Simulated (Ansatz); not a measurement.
**Run report: PtSe, single-point calculation (part 3 of 3)**

The same run, continued: PtSe (Fm-3m, 4 atoms in the cell); DFT LDA+U, scalar-relativistic, plane waves, PAW, Ueff = 2 eV on Pt atom 1 d; Ueff = 2 eV on Pt atom 3 d, spin-polarised (Ansatz 0.2.0); cutoff 420 eV, 6×6×6 k-mesh, Gaussian smearing of 0.05 eV, collinear spins. The structure was built on a prototype by a generator; it need not be a known phase. It belongs to a series of runs on one base structure; here: random orbitals: random, high filling.

Geometry of the input (Å; fractional positions):
```
0.0000  2.7984  2.7984
5.5968  2.7984  2.7984
5.5968  5.5968  0.0000
Pt 0.5000  0.5000  -0.0000
Se 0.0000  0.0000  0.0000
Pt 0.5000  0.5000  0.5000
Se -0.0000  0.0000  0.5000
```

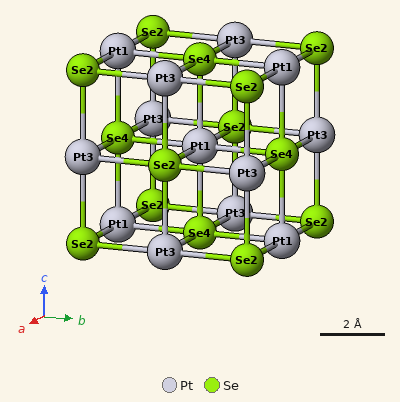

*The input geometry (ball-and-stick view of the cell 2 times as large as that of the calculation, set on its symmetry axes, seen slightly off an axis; atoms are numbered from 1 in the order of the input). An atom can appear more than once, as a periodic image.*

## What the program printed, continued
```
--- Stress (GPa, compression-positive) ---
      -20.814112      -0.000002      -0.000001
       -0.000002     -21.009430      -0.000001
       -0.000001      -0.000001     -21.009429
  P = ⅓ Tr σ = -20.9443 GPa (-209.443 kbar)
--- Band table (eV; the first three rows and the last of 224) ---
  k-point 0 ↑: bands = ["-85.5911", "-85.5911", "-39.7419", "-39.7419", "-39.7398", "-39.7398", "-39.7296", "-39.7246", "-37.0365", "-37.0363", "-37.0362", "-37.0360", "-37.0336", "-37.0336", "-37.0332", "-37.0332", "-37.0327", "-37.0326", "-2.4260", "-1.5490", "7.1269", "7.9809", "8.6321", "8.6382", "8.6382", "8.9476", "8.9480", "9.1007", "9.1007", "9.3042", "9.6164", "9.6164", "10.3153", "10.4087", "10.4087", "10.4159", "11.6015", "12.0165", "19.7809", "21.7572", "21.7888", "22.5784", "22.5832", "22.5832"]
  k-point 1 ↑: bands = ["-85.5911", "-85.5910", "-39.7426", "-39.7419", "-39.7407", "-39.7400", "-39.7292", "-39.7249", "-37.0364", "-37.0363", "-37.0359", "-37.0358", "-37.0336", "-37.0336", "-37.0332", "-37.0332", "-37.0326", "-37.0325", "-2.2820", "-1.4938", "7.1393", "7.3836", "8.0846", "8.0863", "8.2507", "8.3880", "8.7102", "8.8373", "8.9170", "9.5599", "9.7811", "9.8694", "10.2916", "10.5512", "10.6799", "11.4355", "12.9290", "13.5859", "19.4757", "20.5697", "20.8047", "21.1001", "21.9006", "22.4589"]
  k-point 2 ↑: bands = ["-85.5911", "-85.5910", "-39.7437", "-39.7426", "-39.7417", "-39.7406", "-39.7283", "-39.7258", "-37.0362", "-37.0361", "-37.0354", "-37.0353", "-37.0335", "-37.0335", "-37.0333", "-37.0333", "-37.0324", "-37.0323", "-1.9215", "-1.4268", "6.2983", "6.7495", "7.2309", "7.4145", "7.5203", "7.9042", "8.9038", "9.2162", "9.2431", "9.3972", "9.8990", "10.1542", "10.1726", "10.6895", "12.3200", "12.9488", "14.8418", "15.6564", "18.2958", "18.5158", "19.4855", "19.7266", "19.9634", "20.4513"]
  k-point 111 ↓: bands = ["-85.5911", "-85.5911", "-39.7439", "-39.7439", "-39.7412", "-39.7412", "-39.7270", "-39.7270", "-37.0361", "-37.0360", "-37.0351", "-37.0351", "-37.0334", "-37.0334", "-37.0334", "-37.0334", "-37.0323", "-37.0322", "-1.5591", "-1.5591", "6.0201", "6.0201", "7.2242", "7.2242", "7.4824", "7.4824", "9.1582", "9.1582", "9.4707", "9.4707", "10.0225", "10.0225", "10.5537", "10.5537", "13.4865", "13.4865", "16.3585", "16.3585", "17.3160", "17.3160", "19.0288", "19.0288", "19.2937", "19.2937"]
Occupation matrices written to [file]
--- Löwdin populations: 4 sites ---
  site symbol       q [e]    m [muB]
     0     Pt     17.8277    -0.0000
     1     Se     16.0732     0.0000
     2     Pt     17.8277    -0.0000
     3     Se     16.0732    -0.0000
  spilling = 0.002915 (of n_electrons = 68.000000)
--- Occupation matrices: 2 shells (run DFT+U table (all-electron-ortho-atomic); ε = 3.31e-4) ---
  Pt0 d_5D: site group Oh (m-3m); on the run's cell D4h (4/mmm)
  Pt0 d_5D up     Tr n = 4.5274  λ = 0.786 0.793 0.983 0.983 0.983  [z2 0.75 (Eg 1.00) Eg(1.00)/B2g(1.00) | x2-y2 0.75 (Eg 1.00) Eg(1.00)/A1g(1.00) | yz 1.00 (T2g 1.00) T2g(1.00)/B1g(1.00) | 2× xz 0.50 (T2g 1.00) T2g(1.00)/Eg(1.00)]
  Pt0 d_5D dn     Tr n = 4.5274  λ = 0.786 0.793 0.983 0.983 0.983  [z2 0.75 (Eg 1.00) Eg(1.00)/B2g(1.00) | x2-y2 0.75 (Eg 1.00) Eg(1.00)/A1g(1.00) | yz 1.00 (T2g 1.00) T2g(1.00)/B1g(1.00) | 2× xz 0.50 (T2g 1.00) T2g(1.00)/Eg(1.00)]
  specified occupation → Pt0 d_5D up: matrix, ‖Δ‖_F = 0.2563, Tr Δ = +0.3226, displaced = 0.1998, d_λ = 0.2563; orbital distance = 0.0000
  specified occupation → Pt0 d_5D dn: matrix, ‖Δ‖_F = 1.2145, Tr Δ = -1.5774, displaced = 0.9307, d_λ = 1.0884; orbital distance = 1.2667
  Pt2 d_5D: site group Oh (m-3m); on the run's cell D4h (4/mmm)
  Pt2 d_5D up     Tr n = 4.5274  λ = 0.786 0.793 0.983 0.983 0.983  [z2 0.75 (Eg 1.00) Eg(1.00)/B2g(1.00) | x2-y2 0.75 (Eg 1.00) Eg(1.00)/A1g(1.00) | yz 1.00 (T2g 1.00) T2g(1.00)/B1g(1.00) | 2× xz 0.50 (T2g 1.00) T2g(1.00)/Eg(1.00)]
  Pt2 d_5D dn     Tr n = 4.5274  λ = 0.786 0.793 0.983 0.983 0.983  [z2 0.75 (Eg 1.00) Eg(1.00)/B2g(1.00) | x2-y2 0.75 (Eg 1.00) Eg(1.00)/A1g(1.00) | yz 1.00 (T2g 1.00) T2g(1.00)/B1g(1.00) | 2× xz 0.50 (T2g 1.00) T2g(1.00)/Eg(1.00)]
  specified occupation → Pt2 d_5D up: matrix, ‖Δ‖_F = 1.2376, Tr Δ = -1.5774, displaced = 0.9595, d_λ = 1.0884; orbital distance = 1.3766
  specified occupation → Pt2 d_5D dn: matrix, ‖Δ‖_F = 0.2563, Tr Δ = +0.3226, displaced = 0.1998, d_λ = 0.2563; orbital distance = 0.0000
  Tr n, λ and their labels are of the run-group-symmetrised matrices; stabiliser: 64 of 64 elements of G0×{1,Θ} (closed), max defect 3.3e-6 at τ = 7.0e-5
```

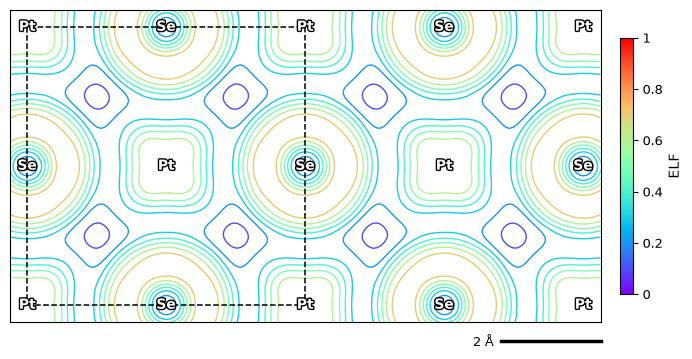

*ELF on the (100) plane of the conventional cell.*

Pt–Se (2.80 Å): the ELF peaks at about 0.80 in the valence shell of Se, 0.8 Å from its nucleus, and drops to about 0.25 between the two atoms. The strong features right at Pt lie inside the PAW spheres (semicore, d or f shells) and say nothing about bonding. In a PAW calculation such maps are meaningful between the atoms, not at the nuclei.

## Summary

```json
{"quantity": "outcome", "value": "converged"}
{"quantity": "space group (tolerance 0.01 Å)", "value": "Fm-3m (225)"}
{"quantity": "electrons treated", "value": "68"}
{"quantity": "free energy", "value": "−35253.4722 eV"}
{"quantity": "Fermi energy", "value": "11.400 eV"}
{"quantity": "gap on the k-point mesh", "value": "none (metallic)"}
{"quantity": "net moment of the cell", "value": "0.00 μB"}
{"quantity": "integrated absolute moment", "value": "0.00 μB"}
{"quantity": "pressure", "value": "−20.94 GPa"}
{"quantity": "largest force (length of the vector)", "value": "under 0.001 eV/Å"}
{"quantity": "wall time", "value": "77 s (CPU time 2.5 min)"}
{"quantity": "peak memory", "value": "1 GiB"}
```

## Remarks

Warnings of the run: some starting moments were not kept; the typed occupations were not kept; the occupation matrices lower the symmetry. Spin–orbit coupling is left out, which matters for Pt. The cell is under a tension of 21 GPa at this level, so it is not at its equilibrium volume.
